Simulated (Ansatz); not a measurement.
# Run report: C₁₁H₂, geometry relaxation (part 1 of 3)

The run: geometry relaxation of C₁₁H₂ (slab, 26 atoms in the cell). Method and program: DFT PBE, scalar-relativistic, plane waves, PAW, no spin polarisation (Ansatz 0.2.0).

The structure derives from an entry of the Crystallography Open Database. The input holds or restrains some coordinates. Figures and captions count atoms from 1; the log counts them from 0 in places.

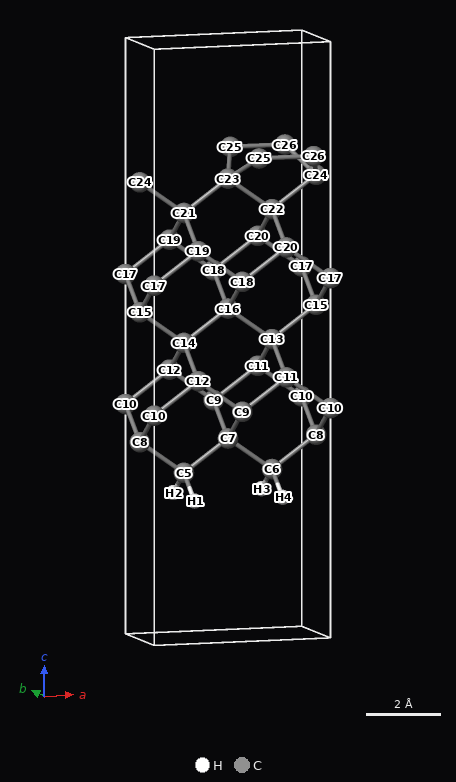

Fig. 1: The input geometry (ball-and-stick view of the cell of the calculation, with the vacuum cut short, seen slightly off an axis; atoms are numbered from 1 in the order of the input).

**The input**
```yaml
crystal:
  lattice:
    - [5.0508265913, 0.0, 0.0]
    - [0.0, 2.5254132957, 0.0]
    - [0.0, 0.0, 26.3869203333]
  atoms:
    - { symbol: H, position: [0.25, 0.1314227055, 0.3221292933] }
    - { symbol: H, position: [0.25, 0.8685772945, 0.3221292933] }
    - { symbol: H, position: [0.75, 0.8685772945, 0.3221292933] }
    - { symbol: H, position: [0.75, 0.1314227055, 0.3221292933] }
    - { symbol: C, position: [0.25, 0.5, 0.3470748342] }
    - { symbol: C, position: [0.75, 0.5, 0.3470748342] }
    - { symbol: C, position: [0.5, 0.5, 0.3809123727] }
    - { symbol: C, position: [0.0, 0.5, 0.3809123727] }
    - { symbol: C, position: [0.5, 0.0, 0.4147499113] }
    - { symbol: C, position: [0.0, 0.0, 0.4147499113] }
    - { symbol: C, position: [0.75, 0.0, 0.4485874498] }
    - { symbol: C, position: [0.25, 0.0, 0.4485874498] }
    - { symbol: C, position: [0.75, 0.5, 0.4824249883] }
    - { symbol: C, position: [0.25, 0.5, 0.4824249883] }
    - { symbol: C, position: [0.0, 0.5, 0.5162625268] }
    - { symbol: C, position: [0.5, 0.5, 0.5162625268] }
    - { symbol: C, position: [0.0, 0.0, 0.5501000654] }
    - { symbol: C, position: [0.5, 0.0, 0.5501000654] }
    - { symbol: C, position: [0.25, 0.0, 0.5839376039] }
    - { symbol: C, position: [0.75, 0.0, 0.5839376039] }
    - { symbol: C, position: [0.25, 0.5, 0.6177751424] }
    - { symbol: C, position: [0.75, 0.5, 0.6177751424] }
    - { symbol: C, position: [0.5, 0.5, 0.6516126809] }
    - { symbol: C, position: [0.0, 0.5, 0.6516126809] }
    - { symbol: C, position: [0.595, 0.0, 0.6778707067] }
    - { symbol: C, position: [0.905, 0.0, 0.6778707067] }
basis:
  ecutwfc: 420
kpoints:
  mp_grid: { grid: [5, 10, 1] }
hamiltonian:
  xc: pbe
scf:
  occupations: { method: gaussian, width: 0.05 }
output:
  forces: true
  eigenvalues: true
  write_density: true
  write_potential: true
  elf: true
  volumetric_format: npy
relax:
  adjacent_minimum: "off"
  f_tol: 0.03
  max_steps: 70
  constraints: [{ sites: [0, 1, 2, 3, 4, 5, 6, 7, 8, 9, 10, 11, 12, 13] }]
efield:
  axis: 3
  dipole_correction: true
```

Run on 2 threads of Arm Neoverse V1, 24 GiB of memory available, shared host.

Launch command:
```bash
ansatz run input.yaml --threads 2 --pin off --max-ram 5120MiB --backend cpu --events-out ev --progress --plain --runs-dir out
```

**Output**
```
Engine: ansatz 0.2.0, aarch64-unknown-linux-gnu
Pseudopotentials: kind: paw
Pseudopotential: H, paw, valence charge 1, recommended cutoff 420 eV (normal), H.paw.azcp
Pseudopotential: C, paw, valence charge 4, recommended cutoff 420 eV (normal), C.paw.azcp
Functional definition: PBE
  parameter kappa = 0.804
  parameter beta = 0.06672455060314922
  exchange = pbe_x(kappa = kappa, mu = beta*pi^2/3)
  correlation = pbe_c(beta = beta)
Crystal: 26 atoms, lattice volume = 336.576 Å³
Basis set: ecut = 420 eV, 6589 PW (Γ), exchange–correlation on 72×36×360 points (8 copies of the dense FFT grid, shifted against one another)
Bands: 72, of which v1, the nominal top of the filled ones, is band 46 counted from 1 (45 counted from 0)
Symmetry: 4 space group operations
Space group: Pmm2 (ITA 25), of the structure as read, at distance tolerance 7.0e-5 Å
k-points: 18 of 50
Non-local potential: H, projectors of the file, l = 0: 2, l = 1: 1
Non-local potential: C, projectors of the file, l = 0: 2, l = 1: 2, l = 2: 1
PAW form: soft (Blöchl's): semilocal exchange-correlation on the pseudo side does not see the compensation charge
PAW one-centre angular grid: H, 110 points (default); XC on 64 Gauss nodes
PAW one-centre angular grid: C, 110 points (default); XC on 64 Gauss nodes
Initial density: superposition of atomic densities (neutral atoms: chi_scale 0, normalization atom), corrected by the library's trained network
Initial wavefunctions: pseudopotential atomic-orbital guess
Functional: x = pbe(κ = 0.804, μ = 0.2195149727645171), c = pbe(β = 0.06672455060314922)
SCF iter   1: F=—  HF=-5569.543207 eV  |F-HF|=—  |Δ(HF+E_count)|=         —  Δρ=1.54e-2  dr2=7.53e0  ethr=1.77e-3  p=-0.171 e·Å  D=-9.18e-2 V/Å  ΔV_dip=2.42 eV  dr2_dipole=3.06e0  V_vac-E_F(+/−)=4.48/2.06 eV  ⟨swp⟩=11.5  Hψ=8846  notcnv=0  defer=248
efield: sawtooth ramp at fractional position 0.9500 (placed from the atoms, in the widest stretch of the axis that holds none; the zero of the levels goes with the place), width 0.1000; the density the first Hamiltonian is built on has a dipole p = -0.171 e·Å; the dipole correction subtracts the counter field D = -9.18e-2 V/Å, which shifts the + side's vacuum level by +2.42 eV against the − side's; the planar-averaged density in the ramp window peaks in size at 3.2e-5 e/Å³
preconditioner: auto → LDOS  [metal: Δε(μ)=0.035 eV  Ē_g=15.638 eV  σ=0.050 eV  W_gap=0.36  n_scr=48 (ndim 8)  ℏωp=19.4 eV  f_vac=0.545  D(μ)=5.80/eV (n_scr^D=36)  β→1.0]
SCF iter   2: F=—  HF=-5569.308647 eV  |F-HF|=—  |Δ(HF+E_count)|=   2.35e-1  Δρ=1.08e-2  dr2=1.94e0  ethr=1.77e-3  p=-0.158 e·Å  D=-8.47e-2 V/Å  ΔV_dip=2.24 eV  dr2_dipole=8.71e-1  V_vac-E_F(+/−)=4.63/2.39 eV  ⟨swp⟩=3.4  Hψ=2074  notcnv=0  defer=361
SCF iter   3: F=—  HF=-5569.180010 eV  |F-HF|=—  |Δ(HF+E_count)|=   1.29e-1  Δρ=4.38e-3  dr2=1.35e-1  ethr=1.77e-3  p=-0.219 e·Å  D=-1.18e-1 V/Å  ΔV_dip=3.11 eV  dr2_dipole=2.48e-4  V_vac-E_F(+/−)=4.85/1.74 eV  ⟨swp⟩=2.5  Hψ=1713  notcnv=0  defer=359
SCF iter   4: F=—  HF=-5569.163211 eV  |F-HF|=—  |Δ(HF+E_count)|=   1.68e-2  Δρ=2.07e-3  dr2=3.57e-2  ethr=1.47e-4  p=-0.205 e·Å  D=-1.10e-1 V/Å  ΔV_dip=2.92 eV  dr2_dipole=5.23e-3  V_vac-E_F(+/−)=4.98/2.07 eV  ⟨swp⟩=3.1  Hψ=1979  notcnv=0  defer=357
SCF iter   5: F=—  HF=-5569.159369 eV  |F-HF|=—  |Δ(HF+E_count)|=   3.84e-3  Δρ=1.07e-3  dr2=1.07e-2  ethr=3.88e-5  p=-0.223 e·Å  D=-1.20e-1 V/Å  ΔV_dip=3.16 eV  dr2_dipole=1.00e-3  V_vac-E_F(+/−)=5.11/1.95 eV  ⟨swp⟩=2.2  Hψ=1721  notcnv=0  defer=356
SCF iter   6: F=—  HF=-5569.158334 eV  |F-HF|=—  |Δ(HF+E_count)|=   1.04e-3  Δρ=5.02e-4  dr2=5.08e-3  ethr=1.16e-5  p=-0.223 e·Å  D=-1.20e-1 V/Å  ΔV_dip=3.17 eV  dr2_dipole=3.09e-3  V_vac-E_F(+/−)=5.20/2.03 eV  ⟨swp⟩=2.4  Hψ=2068  notcnv=0  defer=356
SCF iter   7: F=—  HF=-5569.157964 eV  |F-HF|=—  |Δ(HF+E_count)|=   3.70e-4  Δρ=2.38e-4  dr2=8.97e-4  ethr=5.52e-6  p=-0.230 e·Å  D=-1.23e-1 V/Å  ΔV_dip=3.26 eV  dr2_dipole=5.14e-4  V_vac-E_F(+/−)=5.25/2.00 eV  ⟨swp⟩=2.1  Hψ=1225  notcnv=0  defer=354
SCF iter   8: F=—  HF=-5569.157944 eV  |F-HF|=—  |Δ(HF+E_count)|=   1.98e-5  Δρ=9.49e-5  dr2=1.61e-4  ethr=9.75e-7  p=-0.232 e·Å  D=-1.25e-1 V/Å  ΔV_dip=3.29 eV  dr2_dipole=8.72e-5  V_vac-E_F(+/−)=5.27/1.98 eV  ⟨swp⟩=2.7  Hψ=1726  notcnv=0  defer=354
SCF iter   9: F=—  HF=-5569.157924 eV  |F-HF|=—  |Δ(HF+E_count)|=   2.01e-5  Δρ=4.86e-5  dr2=6.63e-5  ethr=1.75e-7  p=-0.233 e·Å  D=-1.25e-1 V/Å  ΔV_dip=3.31 eV  dr2_dipole=3.51e-5  V_vac-E_F(+/−)=5.28/1.97 eV  ⟨swp⟩=2.0  Hψ=1551  notcnv=0  defer=354
SCF iter  10: F=—  HF=-5569.157918 eV  |F-HF|=—  |Δ(HF+E_count)|=   6.39e-6  Δρ=2.76e-5  dr2=2.50e-5  ethr=7.20e-8  p=-0.234 e·Å  D=-1.26e-1 V/Å  ΔV_dip=3.32 eV  dr2_dipole=8.87e-6  V_vac-E_F(+/−)=5.28/1.96 eV  ⟨swp⟩=2.0  Hψ=1374  notcnv=0  defer=354
SCF iter  11: F=-5569.157904 eV  HF=-5569.157914 eV  |F-HF|=1.00e-5  |Δ(HF+E_count)|=   3.91e-6  Δρ=2.51e-5  dr2=9.07e-6  ethr=2.45e-8  p=-0.234 e·Å  D=-1.26e-1 V/Å  ΔV_dip=3.32 eV  dr2_dipole=3.50e-6  V_vac-E_F(+/−)=5.28/1.96 eV  ⟨swp⟩=33.4  Hψ=17594  notcnv=0
SCF 1 converged in 11 iterations: F = -5569.157904 eV  dr2 = 9.07e-6
  Residual-converged pass: ⟨swp⟩=1.0  Hψ=1368  notcnv=0  max |occ|·‖R‖ = 7.0e-9 eV (tolerance 1.0e-8 eV)  dr2=9.07e-6  dr2_onsite=2.63e-8  max |Δocc| = 1.4e-10
  greatest PAW one-centre occupation: 0.666 electrons in one spin orbital (limit 2), on the C atom at site 4 (counted from 0), in its partial waves of l = 0
relax step   1: F+E_penalty+E_count = -5569.15790373 eV  Δ(F+E_penalty+E_count) = +0.000e0 eV  max|allowed force component| = 4.519e0 eV/Å  Δτ_max = 0.0000 Å  (11 SCF iters, dr2 threshold 2.25e-5 eV, accepted)
Initial density: handed on by an earlier stage of this run
Initial wavefunctions: those handed on with the density
iter 1 solved again at ethr=3.40e-4 eV; its pass at ethr=3.10e-3 eV (dr2=3.13e-1 eV) is discarded
SCF iter   1: F=—  HF=-5570.277272 eV  |F-HF|=—  |Δ(HF+E_count)|=         —  Δρ=1.17e-2  dr2=3.06e-1  ethr=3.40e-4  p=-0.234 e·Å  D=-1.26e-1 V/Å  ΔV_dip=3.32 eV  dr2_dipole=7.47e-5  V_vac-E_F(+/−)=5.29/1.96 eV  ⟨swp⟩=2.0  Hψ=5129  notcnv=0  defer=359
efield: sawtooth ramp at fractional position 0.9500 (handed on by an earlier solve), width 0.1000; the density the first Hamiltonian is built on has a dipole p = -0.234 e·Å; the dipole correction subtracts the counter field D = -1.26e-1 V/Å, which shifts the + side's vacuum level by +3.32 eV against the − side's; the planar-averaged density in the ramp window peaks in size at 5.2e-6 e/Å³
preconditioner: auto → Resta (q_TF=auto, 2.198 Å⁻¹)  ε∞=2.5  [insulator: Δε(μ)=0.206 eV  Ē_g=15.894 eV  σ=0.050 eV  W_gap=1.00  n_scr=48 (ndim 8)  ℏωp=19.4 eV  f_vac=0.548  D(μ)=0.02/eV (n_scr^D=0)  ε∞_Penn≈2.5  vacuum switching on, ρ_ref=1.8e-2 e/Å³]
SCF iter   2: F=—  HF=-5570.200169 eV  |F-HF|=—  |Δ(HF+E_count)|=   7.71e-2  Δρ=5.06e-3  dr2=4.24e-2  ethr=3.32e-4  p=-0.236 e·Å  D=-1.27e-1 V/Å  ΔV_dip=3.35 eV  dr2_dipole=9.25e-4  V_vac-E_F(+/−)=5.20/1.85 eV  ⟨swp⟩=2.9  Hψ=1671  notcnv=0  defer=360
SCF iter   3: F=—  HF=-5570.192660 eV  |F-HF|=—  |Δ(HF+E_count)|=   7.51e-3  Δρ=1.52e-3  dr2=5.30e-3  ethr=4.61e-5  p=-0.214 e·Å  D=-1.15e-1 V/Å  ΔV_dip=3.04 eV  dr2_dipole=3.84e-4  V_vac-E_F(+/−)=5.00/1.96 eV  ⟨swp⟩=2.1  Hψ=2251  notcnv=0  defer=367
SCF iter   4: F=—  HF=-5570.192182 eV  |F-HF|=—  |Δ(HF+E_count)|=   4.78e-4  Δρ=3.84e-4  dr2=4.61e-4  ethr=5.77e-6  p=-0.222 e·Å  D=-1.19e-1 V/Å  ΔV_dip=3.14 eV  dr2_dipole=8.31e-5  V_vac-E_F(+/−)=5.05/1.91 eV  ⟨swp⟩=2.7  Hψ=1749  notcnv=0  defer=367
SCF iter   5: F=—  HF=-5570.192166 eV  |F-HF|=—  |Δ(HF+E_count)|=   1.56e-5  Δρ=1.33e-4  dr2=3.77e-5  ethr=1.09e-7  p=-0.218 e·Å  D=-1.17e-1 V/Å  ΔV_dip=3.09 eV  dr2_dipole=3.80e-6  V_vac-E_F(+/−)=5.02/1.93 eV  ⟨swp⟩=27.1  Hψ=17335  notcnv=0
SCF iter   6: F=-5570.192172 eV  HF=-5570.192172 eV  |F-HF|=3.41e-7  |Δ(HF+E_count)|=   6.15e-6  Δρ=3.27e-5  dr2=3.00e-6  ethr=4.10e-8  p=-0.219 e·Å  D=-1.18e-1 V/Å  ΔV_dip=3.10 eV  dr2_dipole=9.86e-8  V_vac-E_F(+/−)=5.03/1.93 eV  ⟨swp⟩=18.7  Hψ=13148  notcnv=0
SCF 2 converged in 6 iterations: F = -5570.192172 eV  dr2 = 3.00e-6
  Residual-converged pass: ⟨swp⟩=1.1  Hψ=1369  notcnv=0  max |occ|·‖R‖ = 7.0e-9 eV (tolerance 1.0e-8 eV)  dr2=3.00e-6  dr2_onsite=1.85e-8  max |Δocc| = 2.7e-13
relax step   2: F+E_penalty+E_count = -5570.19217216 eV  Δ(F+E_penalty+E_count) = -1.034e0 eV  max|allowed force component| = 2.777e0 eV/Å  Δτ_max = 0.1146 Å  (6 SCF iters, dr2 threshold 1.00e-4 eV, accepted)
SCF iter   1: F=—  HF=-5570.285498 eV  |F-HF|=—  |Δ(HF+E_count)|=         —  Δρ=8.99e-3  dr2=2.29e-1  ethr=1.63e-3  p=-0.219 e·Å  D=-1.18e-1 V/Å  ΔV_dip=3.10 eV  dr2_dipole=9.56e-3  V_vac-E_F(+/−)=4.94/1.84 eV  ⟨swp⟩=4.1  Hψ=2939  notcnv=0  defer=348
efield: sawtooth ramp at fractional position 0.9500 (handed on by an earlier solve), width 0.1000; the density the first Hamiltonian is built on has a dipole p = -0.219 e·Å; the dipole correction subtracts the counter field D = -1.18e-1 V/Å, which shifts the + side's vacuum level by +3.10 eV against the − side's; the planar-averaged density in the ramp window peaks in size at 5.2e-6 e/Å³
preconditioner: auto → Resta (q_TF=auto, 2.198 Å⁻¹)  ε∞=2.5  [insulator: Δε(μ)=0.457 eV  Ē_g=15.796 eV  σ=0.050 eV  W_gap=1.00  n_scr=48 (ndim 8)  ℏωp=19.4 eV  f_vac=0.545  D(μ)=0.00/eV (n_scr^D=0)  ε∞_Penn≈2.5  vacuum switching on, ρ_ref=1.8e-2 e/Å³]
SCF iter   2: F=—  HF=-5570.233717 eV  |F-HF|=—  |Δ(HF+E_count)|=   5.18e-2  Δρ=3.51e-3  dr2=3.46e-2  ethr=2.49e-4  p=-0.257 e·Å  D=-1.38e-1 V/Å  ΔV_dip=3.64 eV  dr2_dipole=5.54e-3  V_vac-E_F(+/−)=5.20/1.56 eV  ⟨swp⟩=2.9  Hψ=2259  notcnv=0  defer=362
SCF iter   3: F=—  HF=-5570.227435 eV  |F-HF|=—  |Δ(HF+E_count)|=   6.28e-3  Δρ=1.97e-3  dr2=6.55e-3  ethr=3.76e-5  p=-0.226 e·Å  D=-1.21e-1 V/Å  ΔV_dip=3.20 eV  dr2_dipole=1.05e-4  V_vac-E_F(+/−)=4.94/1.73 eV  ⟨swp⟩=2.8  Hψ=1811  notcnv=0  defer=362
SCF iter   4: F=—  HF=-5570.226557 eV  |F-HF|=—  |Δ(HF+E_count)|=   8.77e-4  Δρ=3.22e-4  dr2=2.75e-4  ethr=7.12e-6  p=-0.225 e·Å  D=-1.21e-1 V/Å  ΔV_dip=3.19 eV  dr2_dipole=4.03e-5  V_vac-E_F(+/−)=4.90/1.70 eV  ⟨swp⟩=2.3  Hψ=2257  notcnv=0  defer=362
SCF iter   5: F=—  HF=-5570.226553 eV  |F-HF|=—  |Δ(HF+E_count)|=   4.65e-6  Δρ=1.12e-4  dr2=2.58e-5  ethr=1.09e-7  p=-0.223 e·Å  D=-1.20e-1 V/Å  ΔV_dip=3.16 eV  dr2_dipole=1.04e-6  V_vac-E_F(+/−)=4.88/1.72 eV  ⟨swp⟩=26.9  Hψ=17270  notcnv=0
SCF iter   6: F=-5570.226561 eV  HF=-5570.226562 eV  |F-HF|=1.05e-6  |Δ(HF+E_count)|=   8.83e-6  Δρ=2.67e-5  dr2=2.78e-6  ethr=2.80e-8  p=-0.223 e·Å  D=-1.20e-1 V/Å  ΔV_dip=3.16 eV  dr2_dipole=3.64e-7  V_vac-E_F(+/−)=4.88/1.71 eV  ⟨swp⟩=18.2  Hψ=12634  notcnv=0
SCF 3 converged in 6 iterations: F = -5570.226561 eV  dr2 = 2.78e-6
  Residual-converged pass: ⟨swp⟩=1.1  Hψ=1369  notcnv=0  max |occ|·‖R‖ = 7.1e-9 eV (tolerance 1.0e-8 eV)  dr2=2.78e-6  dr2_onsite=2.43e-8  max |Δocc| = 1.7e-32
relax step   3: F+E_penalty+E_count = -5570.22656056 eV  Δ(F+E_penalty+E_count) = -3.439e-2 eV  max|allowed force component| = 1.204e0 eV/Å  Δτ_max = 0.0757 Å  (6 SCF iters, dr2 threshold 1.00e-4 eV, accepted)
iter 1 solved again at ethr=3.28e-4 eV; its pass at ethr=3.10e-3 eV (dr2=3.02e-1 eV) is discarded
SCF iter   1: F=—  HF=-5570.421205 eV  |F-HF|=—  |Δ(HF+E_count)|=         —  Δρ=1.05e-2  dr2=2.93e-1  ethr=3.28e-4  p=-0.223 e·Å  D=-1.20e-1 V/Å  ΔV_dip=3.16 eV  dr2_dipole=7.45e-3  V_vac-E_F(+/−)=4.74/1.58 eV  ⟨swp⟩=2.0  Hψ=5263  notcnv=0  defer=368
efield: sawtooth ramp at fractional position 0.9500 (handed on by an earlier solve), width 0.1000; the density the first Hamiltonian is built on has a dipole p = -0.223 e·Å; the dipole correction subtracts the counter field D = -1.20e-1 V/Å, which shifts the + side's vacuum level by +3.16 eV against the − side's; the planar-averaged density in the ramp window peaks in size at 5.3e-6 e/Å³
preconditioner: auto → Resta (q_TF=auto, 2.198 Å⁻¹)  ε∞=2.5  [insulator: Δε(μ)=0.962 eV  Ē_g=15.924 eV  σ=0.050 eV  W_gap=1.00  n_scr=48 (ndim 8)  ℏωp=19.4 eV  f_vac=0.551  D(μ)=0.00/eV (n_scr^D=0)  ε∞_Penn≈2.5  vacuum switching on, ρ_ref=1.8e-2 e/Å³]
SCF iter   2: F=—  HF=-5570.345877 eV  |F-HF|=—  |Δ(HF+E_count)|=   7.53e-2  Δρ=4.22e-3  dr2=3.16e-2  ethr=3.18e-4  p=-0.187 e·Å  D=-1.01e-1 V/Å  ΔV_dip=2.65 eV  dr2_dipole=1.03e-3  V_vac-E_F(+/−)=4.40/1.75 eV  ⟨swp⟩=2.8  Hψ=1586  notcnv=0  defer=368
SCF iter   3: F=—  HF=-5570.340418 eV  |F-HF|=—  |Δ(HF+E_count)|=   5.46e-3  Δρ=1.66e-3  dr2=6.09e-3  ethr=3.44e-5  p=-0.207 e·Å  D=-1.11e-1 V/Å  ΔV_dip=2.93 eV  dr2_dipole=5.31e-4  V_vac-E_F(+/−)=4.56/1.62 eV  ⟨swp⟩=2.2  Hψ=2146  notcnv=0  defer=369
SCF iter   4: F=—  HF=-5570.339713 eV  |F-HF|=—  |Δ(HF+E_count)|=   7.06e-4  Δρ=4.27e-4  dr2=4.56e-4  ethr=6.62e-6  p=-0.199 e·Å  D=-1.07e-1 V/Å  ΔV_dip=2.82 eV  dr2_dipole=8.35e-5  V_vac-E_F(+/−)=4.51/1.69 eV  ⟨swp⟩=2.2  Hψ=1890  notcnv=0  defer=370
SCF iter   5: F=—  HF=-5570.339710 eV  |F-HF|=—  |Δ(HF+E_count)|=   2.78e-6  Δρ=1.13e-4  dr2=3.21e-5  ethr=1.09e-7  p=-0.203 e·Å  D=-1.09e-1 V/Å  ΔV_dip=2.88 eV  dr2_dipole=1.49e-6  V_vac-E_F(+/−)=4.55/1.67 eV  ⟨swp⟩=26.1  Hψ=16908  notcnv=0
SCF iter   6: F=-5570.339712 eV  HF=-5570.339712 eV  |F-HF|=4.34e-7  |Δ(HF+E_count)|=   2.05e-6  Δρ=2.84e-5  dr2=2.03e-6  ethr=3.49e-8  p=-0.203 e·Å  D=-1.09e-1 V/Å  ΔV_dip=2.88 eV  dr2_dipole=1.27e-7  V_vac-E_F(+/−)=4.55/1.67 eV  ⟨swp⟩=17.9  Hψ=13499  notcnv=0
SCF 4 converged in 6 iterations: F = -5570.339712 eV  dr2 = 2.03e-6
  Residual-converged pass: ⟨swp⟩=1.0  Hψ=1368  notcnv=0  max |occ|·‖R‖ = 7.0e-9 eV (tolerance 1.0e-8 eV)  dr2=2.03e-6  dr2_onsite=1.62e-8  max |Δocc| = 2.0e-36
  greatest PAW one-centre occupation: 0.666 electrons in one spin orbital (limit 2), on the C atom at site 21 (counted from 0), in its partial waves of l = 0
relax step   4: F+E_penalty+E_count = -5570.33971223 eV  Δ(F+E_penalty+E_count) = -1.132e-1 eV  max|allowed force component| = 9.833e-1 eV/Å  Δτ_max = 0.0847 Å  (6 SCF iters, dr2 threshold 1.00e-4 eV, accepted)
```
